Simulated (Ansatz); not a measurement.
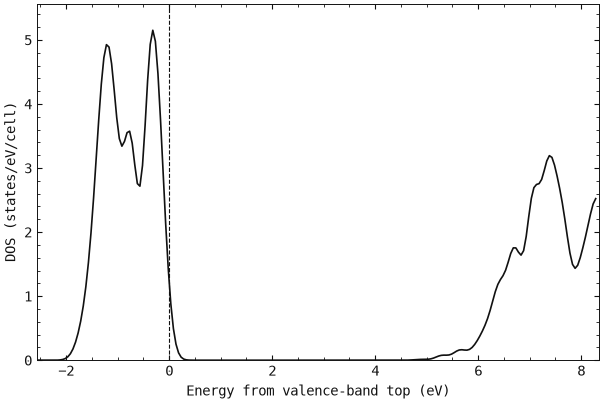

Density of states. Energies are counted from the top of the valence band. The curve is built from the levels of the k mesh with Gaussians 0.3 eV wide, which also blur the band edges.

System: RbBr, space group Pm-3m, 2 atoms in the cell.

Method: DFT, r2SCAN+rVV10, plane waves, PAW, no spin polarisation, 8×8×8 k mesh, 500 eV cutoff, Fermi-Dirac smearing of 0.03 eV (Ansatz).

Metal or insulator, going by the density of states?

Answer. There is a gap; over the k points computed it is 4.90 eV (indirect; the smallest direct gap is 5.05 eV).

How wide is the upper valence band?

Answer. The upper group of valence states starts about 1.8 eV under the valence-band top, with a gap beneath it; it holds about 6 electrons a cell.
